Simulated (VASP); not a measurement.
## Run report: BaTiO3, geometry relaxation (part 2 of 3)

BaTiO3 (P4mm, 5 atoms in the cell); Kohn-Sham DFT of a periodic cell, AM05, VASP PAW PBE potentials, recommended, no spin polarisation (VASP 6.6.1); cutoff 600 eV, 8×8×8 k-mesh, Gaussian smearing of 0.03 eV. The structure derives from an entry of the Crystallography Open Database.

Geometry of the input (Å; fractional positions):
```
3.9998  0.0000  0.0000
0.0000  3.9998  0.0000
0.0000  0.0000  4.0180
Ba 0.0000  0.0000  0.0000
Ti 0.5000  0.5000  0.4900
O  0.5000  0.5000  0.0190
O  0.5000  0.0000  0.5170
O  0.0000  0.5000  0.5170
```

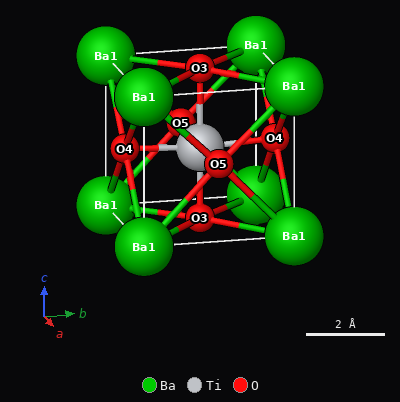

Fig. 1: The structure as given in the input (ball-and-stick view of the cell of the calculation, seen slightly off an axis; atoms are numbered from 1 in the order of the input).

**Parts of OUTCAR, continued**
```
Analysis of symmetry for initial positions (statically):
=====================================================================
 Subroutine PRICEL returns:
 Original cell was already a primitive cell.

 Routine SETGRP: Setting up the symmetry group for a
 simple tetragonal supercell.

 Subroutine GETGRP returns: Found  8 space group operations
 (whereof  8 operations were pure point group operations)
 out of a pool of 16 trial point group operations.

The static configuration has the point symmetry C_4v.

Analysis of symmetry for dynamics (positions and initial velocities):
=====================================================================
 Subroutine PRICEL returns:
 Original cell was already a primitive cell.

 Routine SETGRP: Setting up the symmetry group for a
 simple tetragonal supercell.

 Subroutine GETGRP returns: Found  8 space group operations
 (whereof  8 operations were pure point group operations)
 out of a pool of 16 trial point group operations.

The dynamic configuration has the point symmetry C_4v.

 Subroutine INISYM returns: Found  8 space group operations
 (whereof  8 operations are pure point group operations),
 and found     1 'primitive' translations

----------------------------------------------------------------------------------------

                                     Primitive cell

  volume of cell :      64.2816

  direct lattice vectors                    reciprocal lattice vectors
     3.999800000  0.000000000  0.000000000     0.250012501  0.000000000  0.000000000
     0.000000000  3.999800000  0.000000000     0.000000000  0.250012501  0.000000000
     0.000000000  0.000000000  4.018000000     0.000000000  0.000000000  0.248880040

  length of vectors
     3.999800000  3.999800000  4.018000000     0.250012501  0.250012501  0.248880040

  position of ions in fractional coordinates (direct lattice)
     0.000000000  0.000000000  0.000000000
     0.500000000  0.500000000  0.490000000
     0.500000000  0.500000000  0.019000000
     0.500000000  0.000000000  0.517000000
     0.000000000  0.500000000  0.517000000

  ion indices of the primitive-cell ions
   primitive index   ion index
                 1           1
                 2           2
                 3           3
                 4           4
                 5           5

----------------------------------------------------------------------------------------

 KPOINTS: Automatic mesh

Automatic generation of k-mesh.
 Grid dimensions read from file:
 generate k-points for:    8    8    8

 Generating k-lattice:

  Cartesian coordinates                     Fractional coordinates (reciprocal lattice)
     0.031251563  0.000000000  0.000000000     0.125000000  0.000000000  0.000000000
     0.000000000  0.031251563  0.000000000     0.000000000  0.125000000  0.000000000
     0.000000000  0.000000000  0.031110005     0.000000000  0.000000000  0.125000000

  Length of vectors
     0.031251563  0.031251563  0.031110005

  Shift w.r.t. Gamma in fractional coordinates (k-lattice)
     0.000000000  0.000000000  0.000000000

 Subroutine IBZKPT returns following result:
 ===========================================

 Found     75 irreducible k-points:

 Following reciprocal coordinates:
            Coordinates               Weight
  0.000000  0.000000  0.000000      1.000000
  0.125000  0.000000  0.000000      4.000000
  0.250000  0.000000  0.000000      4.000000
  0.375000  0.000000  0.000000      4.000000
  0.500000  0.000000  0.000000      2.000000
  0.125000  0.125000  0.000000      4.000000
  0.250000  0.125000  0.000000      8.000000
  0.375000  0.125000  0.000000      8.000000
  0.500000  0.125000  0.000000      4.000000
  0.250000  0.250000  0.000000      4.000000
  0.375000  0.250000  0.000000      8.000000
  0.500000  0.250000  0.000000      4.000000
  0.375000  0.375000  0.000000      4.000000
  0.500000  0.375000  0.000000      4.000000
  0.500000  0.500000  0.000000      1.000000
  0.000000  0.000000  0.125000      2.000000
  0.125000  0.000000  0.125000      8.000000
  0.250000  0.000000  0.125000      8.000000
  0.375000  0.000000  0.125000      8.000000
  0.500000  0.000000  0.125000      4.000000
  0.125000  0.125000  0.125000      8.000000
  0.250000  0.125000  0.125000     16.000000
  0.375000  0.125000  0.125000     16.000000
  0.500000  0.125000  0.125000      8.000000
 [... further k-points ...]
   k-points           NKPTS =     75   k-points in BZ     NKDIM =     75   number of bands    NBANDS=     24
   number of dos      NEDOS =    301   number of ions     NIONS =      5
   total plane-waves  NPLWV =  32768
   dimension x,y,z NGX =    32 NGY =   32 NGZ =   32
   dimension x,y,z NGXF=    64 NGYF=   64 NGZF=   64
   ions per type =               1   1   3
   NGX,Y,Z   is equivalent  to a cutoff of  13.30, 13.30, 13.24 a.u.
   NGXF,Y,Z  is equivalent  to a cutoff of  26.60, 26.60, 26.48 a.u.
 SYSTEM =  BaTiO3
   PREC   = accura    normal or accurate (medium, high low for compatibility)
   ISTART =      0    job   : 0-new  1-cont  2-samecut
   ICHARG =      2    charge: 1-file 2-atom 10-const
   ISPIN  =      1    spin polarized calculation?
   LNONCOLLINEAR =      F non collinear calculations
   LSORBIT =      F    spin-orbit coupling
   LASPH  =      T    aspherical Exc in radial PAW
   ENCUT  =  600.0 eV  44.10 Ry    6.64 a.u.   7.99  7.99  8.02*2*pi/ulx,y,z
   NELM   =     80;   NELMIN=  2; NELMDL= -5     # of ELM steps
   EDIFF  = 0.1E-05   stopping-criterion for ELM
   LREAL  =      F    real-space projection
   EDIFFG = -.1E-01   stopping-criterion for IOM
   NSW    =     90    number of steps for IOM
   IBRION =      2    ionic relax: 0-MD 1-quasi-New 2-CG
   NFREE  =      1    steps in history (QN), initial steepest desc. (CG)
   ISIF   =      3    stress and relaxation
   ISYM   =      2    0-nonsym 1-usesym 2-fastsym
   POTIM  = 0.5000    time-step for ionic-motion
   TEBEG  =    0.0;   TEEND  =   0.0 temperature during run
   PSTRESS=    0.0 pullay stress
   NELECT =      40.0000    total number of electrons
   NUPDOWN=      -1.0000    fix difference up-down
   EMIN   =  10.00;   EMAX   =-10.00  energy-range for DOS
   EFERMI =   0.00;   METHOD = LEGACY
   ISMEAR =     0;   SIGMA  =   0.03  broadening in eV -4-tet -1-fermi 0-gaus
   EFERMI_NEDOS =   21; number of points for ismear=-14 and -15
   IALGO  =     38    algorithm
   IMIX   =      4    mixing-type and parameters
     AMIX     =   0.40;   BMIX     =  1.00
     AMIX_MAG =   1.60;   BMIX_MAG =  1.00
  volume/ion in A,a.u.               =      12.86        86.76
  Fermi-wavevector in a.u.,A,eV,Ry     =   1.397653  2.641181 26.578078  1.953434
  Thomas-Fermi vector in A             =   2.520888
   LORBIT       =      0    0 simple, 1 ext, 2 COOP (PROOUT), +10 PAW based schemes
   GGA     = AM    functional components
   LHFCALC =     F    Hartree Fock is set to
   AEXX    =    0.0000 exact exchange contribution
   IVDW    =     0    specifies the selected vdW correction
   LEPSILON=     F    determine dielectric tensor
   LRPA    =     F    only Hartree local field effects (RPA)
 conjugate gradient relaxation of ions
 non-spin polarized calculation
 Gauss-broadening in eV      SIGMA  =   0.03
  energy-cutoff  :      600.00
  volume of cell :       64.28
 maximum number of plane-waves:      2176
 NGX is ok and might be reduce to    32
   NGX = 15   NGY = 15   NGZ = 17

--------------------------------------- Ionic step        1  -------------------------------------------

 number of electron      39.9999999 magnetization

 Free energy of the ion-electron system (eV)
  ---------------------------------------------------
  ext. energy  EPLUGINS =         0.00000000
  ---------------------------------------------------
  free energy    TOTEN  =       -40.78360336 eV

  energy without entropy =      -40.78360336  energy(sigma->0) =      -40.78360336

------------------------ aborting loop because EDIFF is reached ----------------------------------------

  FORCE on cell =-STRESS in cart. coord.  units (eV):
  Direction    XX          YY          ZZ          XY          YZ          ZX
  --------------------------------------------------------------------------------------
  -------------------------------------------------------------------------------------
  Total       -0.6962231     -0.6962231     -0.3332329      0.0000000      0.0000000      0.0000000
  in kB      -17.3529182    -17.3529182     -8.3056190      0.0000000      0.0000000      0.0000000
  external PRESSURE =     -14.3371518 kB  Pullay stress =       0.0000000 kB

 VOLUME and BASIS-vectors are now :
 -----------------------------------------------------------------------------
  energy-cutoff  :      600.00
  volume of cell :       64.28
      direct lattice vectors                 reciprocal lattice vectors
     3.999800000  0.000000000  0.000000000     0.250012501  0.000000000  0.000000000
     0.000000000  3.999800000  0.000000000     0.000000000  0.250012501  0.000000000
     0.000000000  0.000000000  4.018000000     0.000000000  0.000000000  0.248880040

 POSITION                                       TOTAL-FORCE (eV/Angst)
 -----------------------------------------------------------------------------------
      0.00000      0.00000      0.00000        -0.000000     -0.000000      0.055525
      1.99990      1.99990      1.96882         0.000000      0.000000     -0.191284
      1.99990      1.99990      0.07634        -0.000000     -0.000000      0.379133
      1.99990      0.00000      2.07731        -0.000000     -0.000000     -0.121687
      0.00000      1.99990      2.07731        -0.000000     -0.000000     -0.121687
 -----------------------------------------------------------------------------------
    total drift:                                0.000000     -0.000000      0.000009

  FREE ENERGIE OF THE ION-ELECTRON SYSTEM (eV)
  ---------------------------------------------------
  free  energy   TOTEN  =       -40.7836033573 eV

  energy  without entropy=      -40.7836033573  energy(sigma->0) =      -40.78360336

--------------------------------------- Ionic step        2  -------------------------------------------

 number of electron      39.9999987 magnetization

------------------------ aborting loop because EDIFF is reached ----------------------------------------

  FORCE on cell =-STRESS in cart. coord.  units (eV):
  Direction    XX          YY          ZZ          XY          YZ          ZX
  --------------------------------------------------------------------------------------
  -------------------------------------------------------------------------------------
  Total        0.5751076      0.5751076      1.0595335      0.0000000      0.0000000      0.0000000
  in kB       14.5755942     14.5755942     26.8529409      0.0000000      0.0000000      0.0000000
  external PRESSURE =      18.6680431 kB  Pullay stress =       0.0000000 kB

 VOLUME and BASIS-vectors are now :
 -----------------------------------------------------------------------------
  energy-cutoff  :      600.00
  volume of cell :       63.22
      direct lattice vectors                 reciprocal lattice vectors
     3.972931224  0.000000000  0.000000000     0.251703325  0.000000000  0.000000000
     0.000000000  3.972931224  0.000000000     0.000000000  0.251703325  0.000000000
     0.000000000  0.000000000  4.005081294     0.000000000 -0.000000000  0.249682822

 POSITION                                       TOTAL-FORCE (eV/Angst)
 -----------------------------------------------------------------------------------
      3.97293      3.97293      0.00267         0.000000      0.000000      0.027795
      1.98647      1.98647      1.95329         0.000000      0.000000     -0.068534
      1.98647      1.98647      0.09433         0.000000     -0.000000      0.069885
      1.98647      3.97293      2.06478         0.000000      0.000000     -0.014573
      3.97293      1.98647      2.06478         0.000000     -0.000000     -0.014573
 -----------------------------------------------------------------------------------
    total drift:                                0.000000     -0.000000      0.000270

  FREE ENERGIE OF THE ION-ELECTRON SYSTEM (eV)
  ---------------------------------------------------
  free  energy   TOTEN  =       -40.7898733342 eV

  energy  without entropy=      -40.7898733342  energy(sigma->0) =      -40.78987333

--------------------------------------- Ionic step        3  -------------------------------------------

 number of electron      39.9999990 magnetization

------------------------ aborting loop because EDIFF is reached ----------------------------------------

  FORCE on cell =-STRESS in cart. coord.  units (eV):
  Direction    XX          YY          ZZ          XY          YZ          ZX
  --------------------------------------------------------------------------------------
  -------------------------------------------------------------------------------------
  Total        0.2052871      0.2052871      0.6466109      0.0000000     -0.0000000      0.0000000
  in kB        5.1780031      5.1780031     16.3096154      0.0000000     -0.0000000      0.0000000
  external PRESSURE =       8.8885405 kB  Pullay stress =       0.0000000 kB

 VOLUME and BASIS-vectors are now :
 -----------------------------------------------------------------------------
  energy-cutoff  :      600.00
  volume of cell :       63.52
      direct lattice vectors                 reciprocal lattice vectors
     3.980606656  0.000000000  0.000000000     0.251217989  0.000000000  0.000000000
     0.000000000  3.980606656  0.000000000     0.000000000  0.251217989  0.000000000
     0.000000000  0.000000000  4.008771698     0.000000000 -0.000000000  0.249452968

 POSITION                                       TOTAL-FORCE (eV/Angst)
 -----------------------------------------------------------------------------------
      0.00000      0.00000      0.00191        -0.000000      0.000000      0.036537
      1.99030      1.99030      1.95773        -0.000000     -0.000000     -0.113328
      1.99030      1.99030      0.08919        -0.000000      0.000000      0.168018
      1.99030      0.00000      2.06836         0.000000      0.000000     -0.045614
      0.00000      1.99030      2.06836        -0.000000      0.000000     -0.045614
 -----------------------------------------------------------------------------------
    total drift:                                0.000000     -0.000000      0.000119

  FREE ENERGIE OF THE ION-ELECTRON SYSTEM (eV)
  ---------------------------------------------------
  free  energy   TOTEN  =       -40.7911545835 eV

  energy  without entropy=      -40.7911545835  energy(sigma->0) =      -40.79115458

[... ionic steps 4 to 13 ...]

--------------------------------------- Ionic step       14  -------------------------------------------

 number of electron      39.9999991 magnetization

------------------------ aborting loop because EDIFF is reached ----------------------------------------

  FORCE on cell =-STRESS in cart. coord.  units (eV):
  Direction    XX          YY          ZZ          XY          YZ          ZX
  --------------------------------------------------------------------------------------
  -------------------------------------------------------------------------------------
  Total       -0.0686272     -0.0686272     -0.0194319      0.0000000      0.0000000      0.0000000
  in kB       -1.7011828     -1.7011828     -0.4816933      0.0000000      0.0000000      0.0000000
  external PRESSURE =      -1.2946863 kB  Pullay stress =       0.0000000 kB

 VOLUME and BASIS-vectors are now :
 -----------------------------------------------------------------------------
  energy-cutoff  :      600.00
  volume of cell :       64.63
      direct lattice vectors                 reciprocal lattice vectors
     3.968331695  0.000000000  0.000000000     0.251995064  0.000000000  0.000000000
     0.000000000  3.968331695  0.000000000     0.000000000  0.251995064  0.000000000
     0.000000000 -0.000000000  4.104307035     0.000000000 -0.000000000  0.243646489

 POSITION                                       TOTAL-FORCE (eV/Angst)
 -----------------------------------------------------------------------------------
      0.00000     -0.00000      4.08705        -0.000000     -0.000000      0.006750
      1.98417      1.98417      1.96160        -0.000000      0.000000     -0.002485
      1.98417      1.98417      0.13830         0.000000     -0.000000      0.001864
      1.98417     -0.00000      2.12516        -0.000000      0.000000     -0.003064
      0.00000      1.98417      2.12516        -0.000000      0.000000     -0.003064
```
